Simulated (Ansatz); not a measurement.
# Ag8Cl7: nudged elastic band (part 1 of 2)

- system: Ag8Cl7 (defect cell, 15 atoms in the cell)
- method: DFT with PBE, PAW plane waves, no spin polarisation (Ansatz 0.2.0)

The structure derives from an entry of the Crystallography Open Database. The run did not end well.

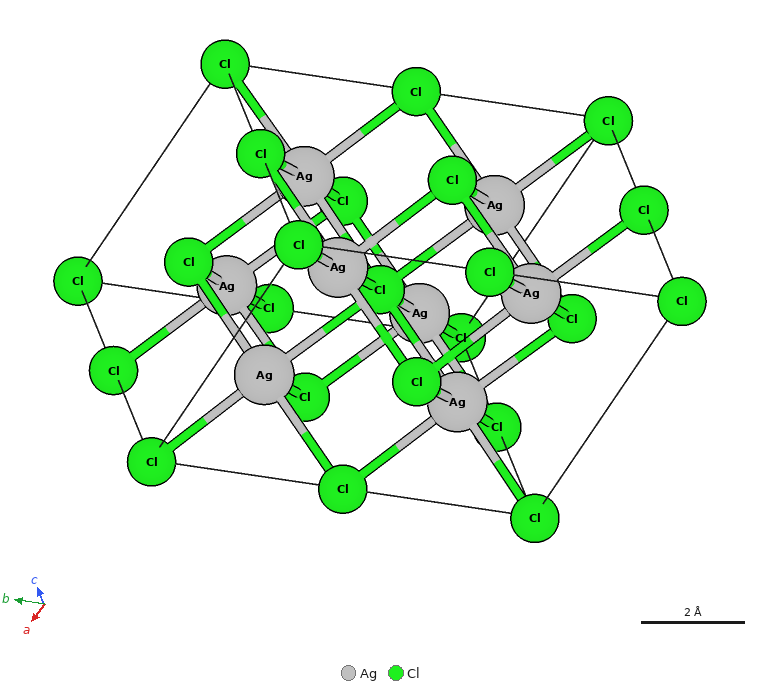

*The input geometry (ball-and-stick view of the cell of the calculation, seen at an oblique angle).*

Near neighbours in the crystal (not all of them lie inside the picture): Ag has 5 Cl at 2.75 to 2.88 Å; Cl has 6 Ag at 2.75 to 2.88 Å; Ag has 6 Cl at 2.78 to 2.87 Å.

### Outcome

| quantity | value |
| --- | --- |
| outcome | not converged |
| hardware | 4 threads of Arm Neoverse V1, 24 GiB of memory available, shared host |
| wall time | 5.1 min (CPU time 14 min) |
| peak memory | 1.8 GiB |

The run did not converge: “refused after 21 iterations: one_centre_occupation = 3.21e0 (threshold 2.00e0); read on the Cl atom at site 12 (counted from 0), in its partial waves of l = 0. The loop had accepted its state. The figure is how many electrons the atom's PAW partial-wave expansion lays in one spin orbital inside its sphere …” Its last values are not results.

### Input file
```yaml
crystal:
  lattice:
    - [0.0, 5.630476, 5.630476]
    - [5.630476, 0.0, 5.630476]
    - [5.630476, 5.630476, 0.0]
  atoms:
    - { symbol: Ag, position: [0.24373328, 0.25056548, 0.24902294] }
    - { symbol: Cl, position: [0.00381579, -0.00234765, -0.00400653] }
    - { symbol: Ag, position: [0.2508487, 0.24777458, 0.74667129] }
    - { symbol: Cl, position: [0.00324175, 0.00042167, 0.49966065] }
    - { symbol: Ag, position: [0.25434579, 0.75032049, 0.24942359] }
    - { symbol: Cl, position: [8.079e-05, 0.50016846, -0.00412102] }
    - { symbol: Ag, position: [0.25006935, 0.74338711, 0.75098732] }
    - { symbol: Cl, position: [-0.00498848, 0.5035611, 0.49813041] }
    - { symbol: Ag, position: [0.74712736, 0.24915917, 0.25333615] }
    - { symbol: Ag, position: [0.74893296, 0.25257514, 0.74516452] }
    - { symbol: Cl, position: [0.50347271, -0.00440059, 0.50148691] }
    - { symbol: Ag, position: [0.75090724, 0.75161157, 0.25109334] }
    - { symbol: Cl, position: [0.50383401, 0.49769135, -0.00450132] }
    - { symbol: Ag, position: [0.75219824, 0.75406362, 0.74563415] }
    - { symbol: Cl, position: [0.50208796, 0.49577821, 0.50404944] }
kpoints:
  mp_grid: { grid: [2, 2, 2] }
magnetization:
  spin_polarized: false
scf:
  occupations: { method: fermi_dirac, width: 0.05 }
hamiltonian:
  pseudopotentials: { kind: paw }
  xc: pbe
basis:
  ecutwfc: 420
neb:
  images: 3
  relax_end_points: true
  climbing: true
  f_tol: 0.05
  max_iterations: 40
  order_check: false
  final_atoms:
    - { symbol: Ag, position: [0.24373328, 0.25056548, 0.24902294] }
    - { symbol: Cl, position: [0.00381579, -0.00234765, -0.00400653] }
    - { symbol: Ag, position: [0.2508487, 0.24777458, 0.74667129] }
    - { symbol: Cl, position: [0.00324175, 0.00042167, 0.49966065] }
    - { symbol: Ag, position: [0.25434579, 0.75032049, 0.24942359] }
    - { symbol: Cl, position: [8.079e-05, 0.50016846, -0.00412102] }
    - { symbol: Ag, position: [0.25006935, 0.74338711, 0.75098732] }
    - { symbol: Cl, position: [-0.00498848, 0.5035611, 0.49813041] }
    - { symbol: Ag, position: [0.74712736, 0.24915917, 0.25333615] }
    - { symbol: Ag, position: [0.74893296, 0.25257514, 0.74516452] }
    - { symbol: Cl, position: [0.50347271, -0.00440059, 0.50148691] }
    - { symbol: Ag, position: [0.75090724, 0.75161157, 0.25109334] }
    - { symbol: Cl, position: [0.49785974, 0.00149907, 0.00162356] }
    - { symbol: Ag, position: [0.75219824, 0.75406362, 0.74563415] }
    - { symbol: Cl, position: [0.50208796, 0.49577821, 0.50404944] }
```

Launch command:
```bash
ansatz run input.yaml --threads 4 --pin off --max-ram 8192MiB --backend cpu --events-out ev --progress --plain --runs-dir out
```

### Log
```
Warning: neb: disabling space-group detection — the band's intermediate images generally break the endpoint symmetry, so no spatial operation reduces the k-mesh or symmetrises the density, except that a semilocal band can use its path's symmetry ahead of convergence; time reversal is kept, so that k and −k are solved as one point where they differ and the mesh holds both, and exact exchange and, on two spinor components, a DFT+U term hold to it where the run has them: on two components no moment then forms, and a state that bears one, which a typed moment (crystal.atoms[].spin; refused beside efield: under a hybrid functional) reaches, can lie lower, under hf by electronvolts; crystal.symmetry.detect: false (a key that needs symmetry detection or time reversal refuses this as the deck is read) with time_reversal: false beside it drops time reversal too
Engine: ansatz 0.2.0, aarch64-unknown-linux-gnu
Pseudopotentials: kind: paw
Pseudopotential: Ag, paw, valence charge 19, recommended cutoff 420 eV (normal), Ag.paw.azcp
Pseudopotential: Cl, paw, valence charge 7, recommended cutoff 420 eV (normal), Cl.paw.azcp
Functional definition: PBE
  parameter kappa = 0.804
  parameter beta = 0.06672455060314922
  exchange = pbe_x(kappa = kappa, mu = beta*pi^2/3)
  correlation = pbe_c(beta = beta)
parallel-image band execution: 3 concurrent image workers
NEB image 0
Crystal: 15 atoms, lattice volume = 356.998 Å³
Basis set: ecut = 420 eV, 6879 PW (Γ), exchange–correlation on 108×108×108 points (8 copies of the dense FFT grid, shifted against one another)
Bands: 121, of which v1, the nominal top of the filled ones, is band 101 counted from 1 (100 counted from 0)
Symmetry: 1 space group operations
k-points: 8
Non-local potential: Ag, projectors of the file, l = 0: 3, l = 1: 2, l = 2: 2, l = 3: 1
Non-local potential: Cl, projectors of the file, l = 0: 2, l = 1: 2, l = 2: 2
PAW form: soft (Blöchl's): semilocal exchange-correlation on the pseudo side does not see the compensation charge
PAW one-centre angular grid: Ag, 590 points (default); XC on 64 Gauss nodes
PAW one-centre angular grid: Cl, 110 points (default); XC on 64 Gauss nodes
Initial density: superposition of atomic densities (neutral atoms: chi_scale 0, normalization atom), corrected by the library's trained network
Initial wavefunctions: pseudopotential atomic-orbital guess
Functional: x = pbe(κ = 0.804, μ = 0.2195149727645171), c = pbe(β = 0.06672455060314922)
SCF iter   1: F=—  HF=-68284.756171 eV  |F-HF|=—  |Δ(HF+E_count)|=         —  Δρ=1.39e-3  dr2=2.76e-2  ethr=1.77e-3  ⟨swp⟩=6.0  Hψ=3113  notcnv=0  defer=20
preconditioner: auto → LDOS  [insulator: Δε(μ)=0.352 eV  Ē_g=9.375 eV  σ=0.050 eV  W_gap=0.70  n_scr=88 (ndim 8)  ℏωp=23.0 eV  f_vac=0.072  D(μ)=3.76/eV (n_scr^D=14)  ε∞_Penn≈7.0  β→1.0]
SCF iter   2: F=—  HF=-68284.761643 eV  |F-HF|=—  |Δ(HF+E_count)|=   5.47e-3  Δρ=1.57e-3  dr2=1.30e-2  ethr=1.37e-5  ⟨swp⟩=2.0  Hψ=1617  notcnv=0  defer=88
SCF iter   3: F=—  HF=-68284.760072 eV  |F-HF|=—  |Δ(HF+E_count)|=   1.57e-3  Δρ=1.12e-3  dr2=6.33e-3  ethr=6.46e-6  ⟨swp⟩=2.0  Hψ=1656  notcnv=0  defer=88
SCF iter   4: F=—  HF=-68284.758918 eV  |F-HF|=—  |Δ(HF+E_count)|=   1.15e-3  Δρ=3.22e-4  dr2=1.54e-3  ethr=3.15e-6  ⟨swp⟩=2.1  Hψ=1281  notcnv=0  defer=88
SCF iter   5: F=—  HF=-68284.758595 eV  |F-HF|=—  |Δ(HF+E_count)|=   3.23e-4  Δρ=9.94e-5  dr2=9.61e-5  ethr=7.68e-7  ⟨swp⟩=2.1  Hψ=1327  notcnv=0  defer=88
SCF iter   6: F=—  HF=-68284.758445 eV  |F-HF|=—  |Δ(HF+E_count)|=   1.50e-4  Δρ=3.65e-5  dr2=7.62e-6  ethr=4.78e-8  ⟨swp⟩=2.0  Hψ=1339  notcnv=0  defer=88
SCF iter   7: F=—  HF=-68284.758449 eV  |F-HF|=—  |Δ(HF+E_count)|=   3.56e-6  Δρ=2.30e-5  dr2=2.54e-6  ethr=3.79e-9  ⟨swp⟩=2.0  Hψ=1624  notcnv=0  defer=88
SCF iter   8: F=—  HF=-68284.758449 eV  |F-HF|=—  |Δ(HF+E_count)|=   4.89e-8  Δρ=7.15e-6  dr2=2.39e-7  ethr=1.26e-9  ⟨swp⟩=2.0  Hψ=1617  notcnv=0  defer=88
SCF iter   9: F=-68284.758449 eV  HF=-68284.758449 eV  |F-HF|=1.63e-8  |Δ(HF+E_count)|=   7.25e-8  Δρ=2.31e-6  dr2=2.61e-8  ethr=4.98e-11  ⟨swp⟩=4.0  Hψ=3085  notcnv=0
SCF 1 converged in 9 iterations: F = -68284.758449 eV  dr2 = 2.61e-8
  greatest PAW one-centre occupation: 1.000 electrons in one spin orbital (limit 2), on the Ag atom at site 13 (counted from 0), in its partial waves of l = 0
NSCF: frozen V_eff on 8 k-points
NEB image 4
SCF iter   1: F=—  HF=-68284.744526 eV  |F-HF|=—  |Δ(HF+E_count)|=         —  Δρ=1.41e-3  dr2=2.90e-2  ethr=1.77e-3  ⟨swp⟩=6.0  Hψ=3146  notcnv=0  defer=30
preconditioner: auto → LDOS  [insulator: Δε(μ)=0.336 eV  Ē_g=9.376 eV  σ=0.050 eV  W_gap=0.69  n_scr=88 (ndim 8)  ℏωp=23.0 eV  f_vac=0.074  D(μ)=3.77/eV (n_scr^D=14)  ε∞_Penn≈7.0  β→1.0]
SCF iter   2: F=—  HF=-68284.749166 eV  |F-HF|=—  |Δ(HF+E_count)|=   4.64e-3  Δρ=1.63e-3  dr2=1.36e-2  ethr=1.44e-5  ⟨swp⟩=2.0  Hψ=1617  notcnv=0  defer=88
SCF iter   3: F=—  HF=-68284.747550 eV  |F-HF|=—  |Δ(HF+E_count)|=   1.62e-3  Δρ=1.18e-3  dr2=6.81e-3  ethr=6.77e-6  ⟨swp⟩=2.0  Hψ=1657  notcnv=0  defer=88
SCF iter   4: F=—  HF=-68284.746282 eV  |F-HF|=—  |Δ(HF+E_count)|=   1.27e-3  Δρ=3.20e-4  dr2=1.55e-3  ethr=3.39e-6  ⟨swp⟩=2.0  Hψ=1288  notcnv=0  defer=88
SCF iter   5: F=—  HF=-68284.745953 eV  |F-HF|=—  |Δ(HF+E_count)|=   3.29e-4  Δρ=1.02e-4  dr2=9.38e-5  ethr=7.73e-7  ⟨swp⟩=2.4  Hψ=1335  notcnv=0  defer=88
SCF iter   6: F=—  HF=-68284.745792 eV  |F-HF|=—  |Δ(HF+E_count)|=   1.61e-4  Δρ=3.43e-5  dr2=6.57e-6  ethr=4.66e-8  ⟨swp⟩=2.0  Hψ=1377  notcnv=0  defer=88
SCF iter   7: F=—  HF=-68284.745796 eV  |F-HF|=—  |Δ(HF+E_count)|=   4.09e-6  Δρ=1.88e-5  dr2=1.45e-6  ethr=3.27e-9  ⟨swp⟩=2.0  Hψ=1581  notcnv=0  defer=88
SCF iter   8: F=—  HF=-68284.745796 eV  |F-HF|=—  |Δ(HF+E_count)|=   2.53e-7  Δρ=8.34e-6  dr2=2.60e-7  ethr=7.19e-10  ⟨swp⟩=2.0  Hψ=1618  notcnv=0  defer=88
SCF iter   9: F=-68284.745796 eV  HF=-68284.745796 eV  |F-HF|=1.75e-8  |Δ(HF+E_count)|=   1.68e-8  Δρ=2.11e-6  dr2=1.93e-8  ethr=4.98e-11  ⟨swp⟩=4.0  Hψ=3083  notcnv=0
SCF 2 converged in 9 iterations: F = -68284.745796 eV  dr2 = 1.93e-8
[... from here on the iterations of each SCF are left out, up to the last one ...]
NSCF: frozen V_eff on 8 k-points
NEB end point (image 0): max|allowed force component| = 2.760e-1 eV/Å (the criterion of neb.relax_end_points is 1.000e-2)
NEB end point (image 4): max|allowed force component| = 2.796e-1 eV/Å (the criterion of neb.relax_end_points is 1.000e-2)
NEB image 0, for its relaxation
Initial density: handed on by an earlier stage of this run
Initial wavefunctions: those handed on with the density
preconditioner: auto → LDOS  [insulator: Δε(μ)=0.315 eV  Ē_g=9.385 eV  σ=0.050 eV  W_gap=0.70  n_scr=88 (ndim 8)  ℏωp=23.0 eV  f_vac=0.067  D(μ)=3.79/eV (n_scr^D=14)  ε∞_Penn≈7.0  β→1.0]
SCF 3 converged in 2 iterations: F = -68284.758449 eV  dr2 = 1.95e-8
NEB image 0, for its relaxation
preconditioner: auto → LDOS  [insulator: Δε(μ)=0.613 eV  Ē_g=9.372 eV  σ=0.050 eV  W_gap=0.74  n_scr=88 (ndim 8)  ℏωp=23.0 eV  f_vac=0.050  D(μ)=3.75/eV (n_scr^D=14)  ε∞_Penn≈7.0  β→1.0]
SCF 4 converged in 10 iterations: F = -68284.899961 eV  dr2 = 4.77e-8
NEB image 0, for its relaxation
preconditioner: auto → LDOS  [insulator: Δε(μ)=0.652 eV  Ē_g=9.353 eV  σ=0.050 eV  W_gap=0.74  n_scr=88 (ndim 8)  ℏωp=23.0 eV  f_vac=0.040  D(μ)=3.75/eV (n_scr^D=14)  ε∞_Penn≈7.0  β→1.0]
SCF 5 converged in 11 iterations: F = -68285.023160 eV  dr2 = 2.87e-8
NEB image 0, for its relaxation
preconditioner: auto → LDOS  [insulator: Δε(μ)=0.656 eV  Ē_g=9.354 eV  σ=0.050 eV  W_gap=0.73  n_scr=88 (ndim 8)  ℏωp=23.0 eV  f_vac=0.045  D(μ)=3.75/eV (n_scr^D=14)  ε∞_Penn≈7.0  β→1.0]
SCF 6 converged in 11 iterations: F = -68285.126733 eV  dr2 = 2.34e-8
NEB image 0, for its relaxation
preconditioner: auto → LDOS  [insulator: Δε(μ)=0.643 eV  Ē_g=9.374 eV  σ=0.050 eV  W_gap=0.74  n_scr=88 (ndim 8)  ℏωp=23.0 eV  f_vac=0.053  D(μ)=3.75/eV (n_scr^D=14)  ε∞_Penn≈7.0  β→1.0]
SCF 7 converged in 10 iterations: F = -68285.237898 eV  dr2 = 5.28e-8
NEB image 0, for its relaxation
preconditioner: auto → LDOS  [insulator: Δε(μ)=0.600 eV  Ē_g=9.420 eV  σ=0.050 eV  W_gap=0.78  n_scr=88 (ndim 8)  ℏωp=23.0 eV  f_vac=0.065  D(μ)=4.09/eV (n_scr^D=14)  ε∞_Penn≈7.0  β→1.0]
SCF 8 converged in 9 iterations: F = -68285.391608 eV  dr2 = 8.51e-8
NEB image 0, for its relaxation
preconditioner: auto → LDOS  [insulator: Δε(μ)=0.561 eV  Ē_g=9.457 eV  σ=0.050 eV  W_gap=0.77  n_scr=88 (ndim 8)  ℏωp=23.0 eV  f_vac=0.074  D(μ)=4.13/eV (n_scr^D=14)  ε∞_Penn≈6.9  β→1.0]
SCF 9 converged in 9 iterations: F = -68285.522955 eV  dr2 = 2.92e-8
NEB image 0, for its relaxation
preconditioner: auto → LDOS  [insulator: Δε(μ)=0.506 eV  Ē_g=9.490 eV  σ=0.050 eV  W_gap=0.70  n_scr=88 (ndim 8)  ℏωp=23.0 eV  f_vac=0.083  D(μ)=3.87/eV (n_scr^D=14)  ε∞_Penn≈6.9  β→1.0]
SCF 10 converged in 9 iterations: F = -68285.641274 eV  dr2 = 2.44e-8
NEB image 0, for its relaxation
preconditioner: auto → LDOS  [insulator: Δε(μ)=0.421 eV  Ē_g=9.533 eV  σ=0.050 eV  W_gap=0.63  n_scr=88 (ndim 8)  ℏωp=23.0 eV  f_vac=0.089  D(μ)=3.68/eV (n_scr^D=14)  ε∞_Penn≈6.8  β→1.0]
SCF 11 converged in 9 iterations: F = -68285.717382 eV  dr2 = 4.62e-8
NEB image 0, for its relaxation
preconditioner: auto → LDOS  [metal: Δε(μ)=0.092 eV  Ē_g=9.546 eV  σ=0.050 eV  W_gap=0.40  n_scr=88 (ndim 8)  ℏωp=23.0 eV  f_vac=0.093  D(μ)=3.02/eV (n_scr^D=14)  β→1.0]
SCF 12 converged in 9 iterations: F = -68285.787610 eV  dr2 = 1.60e-8
NEB image 0, for its relaxation
preconditioner: auto → LDOS  [metal: Δε(μ)=0.095 eV  Ē_g=9.585 eV  σ=0.050 eV  W_gap=0.43  n_scr=88 (ndim 8)  ℏωp=23.0 eV  f_vac=0.099  D(μ)=2.76/eV (n_scr^D=14)  β→1.0]
SCF 13 converged in 9 iterations: F = -68285.802099 eV  dr2 = 3.32e-8
NEB image 0, for its relaxation
preconditioner: auto → LDOS  [metal: Δε(μ)=0.073 eV  Ē_g=9.589 eV  σ=0.050 eV  W_gap=0.35  n_scr=88 (ndim 8)  ℏωp=23.0 eV  f_vac=0.099  D(μ)=2.63/eV (n_scr^D=14)  β→1.0]
SCF 14 converged in 9 iterations: F = -68285.842049 eV  dr2 = 1.27e-8
NEB image 0, for its relaxation
preconditioner: auto → LDOS  [metal: Δε(μ)=0.086 eV  Ē_g=9.579 eV  σ=0.050 eV  W_gap=0.40  n_scr=88 (ndim 8)  ℏωp=23.0 eV  f_vac=0.100  D(μ)=2.51/eV (n_scr^D=14)  β→1.0]
SCF 15 converged in 8 iterations: F = -68285.847343 eV  dr2 = 1.90e-8
NEB image 0, for its relaxation
preconditioner: auto → LDOS  [metal: Δε(μ)=0.087 eV  Ē_g=9.580 eV  σ=0.050 eV  W_gap=0.41  n_scr=88 (ndim 8)  ℏωp=23.0 eV  f_vac=0.100  D(μ)=2.49/eV (n_scr^D=14)  β→1.0]
SCF 16 converged in 7 iterations: F = -68285.848294 eV  dr2 = 1.77e-8
NEB image 0, for its relaxation
preconditioner: auto → LDOS  [metal: Δε(μ)=0.091 eV  Ē_g=9.580 eV  σ=0.050 eV  W_gap=0.43  n_scr=88 (ndim 8)  ℏωp=23.0 eV  f_vac=0.100  D(μ)=2.45/eV (n_scr^D=8)  β→1.0]
SCF 17 converged in 6 iterations: F = -68285.848430 eV  dr2 = 7.00e-8
NEB image 0
preconditioner: auto → LDOS  [metal: Δε(μ)=0.092 eV  Ē_g=9.580 eV  σ=0.050 eV  W_gap=0.43  n_scr=88 (ndim 8)  ℏωp=23.0 eV  f_vac=0.100  D(μ)=2.45/eV (n_scr^D=8)  β→1.0]
SCF 18 converged in 2 iterations: F = -68285.848430 eV  dr2 = 6.80e-8
NSCF: frozen V_eff on 8 k-points
NEB end point (image 0): relaxed in 128 SCF iterations, 1.089981 eV lower, largest move of an atom 1.148 Å; not tested for a saddle point
NEB image 4, for its relaxation
preconditioner: auto → LDOS  [insulator: Δε(μ)=0.298 eV  Ē_g=9.386 eV  σ=0.050 eV  W_gap=0.69  n_scr=88 (ndim 8)  ℏωp=23.0 eV  f_vac=0.069  D(μ)=3.81/eV (n_scr^D=14)  ε∞_Penn≈7.0  β→1.0]
SCF 19 converged in 2 iterations: F = -68284.745796 eV  dr2 = 1.16e-8
NEB image 4, for its relaxation
preconditioner: auto → LDOS  [insulator: Δε(μ)=0.614 eV  Ē_g=9.373 eV  σ=0.050 eV  W_gap=0.73  n_scr=88 (ndim 8)  ℏωp=23.0 eV  f_vac=0.051  D(μ)=3.75/eV (n_scr^D=14)  ε∞_Penn≈7.0  β→1.0]
SCF 20 converged in 10 iterations: F = -68284.891689 eV  dr2 = 3.24e-8
NEB image 4, for its relaxation
preconditioner: auto → LDOS  [insulator: Δε(μ)=0.665 eV  Ē_g=9.353 eV  σ=0.050 eV  W_gap=0.73  n_scr=88 (ndim 8)  ℏωp=23.0 eV  f_vac=0.040  D(μ)=3.74/eV (n_scr^D=14)  ε∞_Penn≈7.0  β→1.0]
SCF 21 converged in 11 iterations: F = -68285.022339 eV  dr2 = 2.13e-8
NEB image 4, for its relaxation
preconditioner: auto → LDOS  [insulator: Δε(μ)=0.681 eV  Ē_g=9.355 eV  σ=0.050 eV  W_gap=0.71  n_scr=88 (ndim 8)  ℏωp=23.0 eV  f_vac=0.047  D(μ)=3.74/eV (n_scr^D=14)  ε∞_Penn≈7.0  β→1.0]
SCF 22 converged in 11 iterations: F = -68285.132553 eV  dr2 = 2.32e-8
NEB image 4, for its relaxation
preconditioner: auto → LDOS  [insulator: Δε(μ)=0.671 eV  Ē_g=9.380 eV  σ=0.050 eV  W_gap=0.71  n_scr=88 (ndim 8)  ℏωp=23.0 eV  f_vac=0.057  D(μ)=3.75/eV (n_scr^D=14)  ε∞_Penn≈7.0  β→1.0]
SCF 23 converged in 10 iterations: F = -68285.239780 eV  dr2 = 1.83e-8
NEB image 4, for its relaxation
preconditioner: auto → LDOS  [insulator: Δε(μ)=0.578 eV  Ē_g=9.425 eV  σ=0.050 eV  W_gap=0.78  n_scr=88 (ndim 8)  ℏωp=23.0 eV  f_vac=0.068  D(μ)=4.35/eV (n_scr^D=14)  ε∞_Penn≈7.0  β→1.0]
SCF 24 converged in 9 iterations: F = -68285.315954 eV  dr2 = 4.27e-8
NEB image 4, for its relaxation
preconditioner: auto → LDOS  [insulator: Δε(μ)=0.587 eV  Ē_g=9.458 eV  σ=0.050 eV  W_gap=0.71  n_scr=88 (ndim 8)  ℏωp=23.0 eV  f_vac=0.073  D(μ)=4.09/eV (n_scr^D=14)  ε∞_Penn≈6.9  β→1.0]
SCF 25 converged in 9 iterations: F = -68285.466524 eV  dr2 = 2.88e-8
NEB image 4, for its relaxation
preconditioner: auto → LDOS  [insulator: Δε(μ)=0.522 eV  Ē_g=9.492 eV  σ=0.050 eV  W_gap=0.63  n_scr=88 (ndim 8)  ℏωp=23.0 eV  f_vac=0.076  D(μ)=3.71/eV (n_scr^D=14)  ε∞_Penn≈6.9  β→1.0]
SCF 26 converged in 9 iterations: F = -68285.591152 eV  dr2 = 1.81e-8
NEB image 4, for its relaxation
preconditioner: auto → LDOS  [metal: Δε(μ)=0.070 eV  Ē_g=9.498 eV  σ=0.050 eV  W_gap=0.31  n_scr=88 (ndim 8)  ℏωp=23.0 eV  f_vac=0.083  D(μ)=3.16/eV (n_scr^D=14)  β→1.0]
SCF 27 converged in 9 iterations: F = -68285.680274 eV  dr2 = 2.64e-8
NEB image 4, for its relaxation
preconditioner: auto → LDOS  [metal: Δε(μ)=0.106 eV  Ē_g=9.535 eV  σ=0.050 eV  W_gap=0.47  n_scr=88 (ndim 8)  ℏωp=23.0 eV  f_vac=0.090  D(μ)=2.69/eV (n_scr^D=14)  β→1.0]
SCF 28 converged in 9 iterations: F = -68285.752180 eV  dr2 = 1.87e-8
NEB image 4, for its relaxation
preconditioner: auto → LDOS  [metal: Δε(μ)=0.108 eV  Ē_g=9.566 eV  σ=0.050 eV  W_gap=0.47  n_scr=88 (ndim 8)  ℏωp=23.0 eV  f_vac=0.097  D(μ)=2.69/eV (n_scr^D=14)  β→1.0]
SCF 29 converged in 9 iterations: F = -68285.818315 eV  dr2 = 1.43e-8
NEB image 4, for its relaxation
preconditioner: auto → LDOS  [metal: Δε(μ)=0.067 eV  Ē_g=9.593 eV  σ=0.050 eV  W_gap=0.32  n_scr=88 (ndim 8)  ℏωp=23.0 eV  f_vac=0.100  D(μ)=2.94/eV (n_scr^D=14)  β→1.0]
SCF 30 converged in 9 iterations: F = -68285.821503 eV  dr2 = 1.97e-8
```
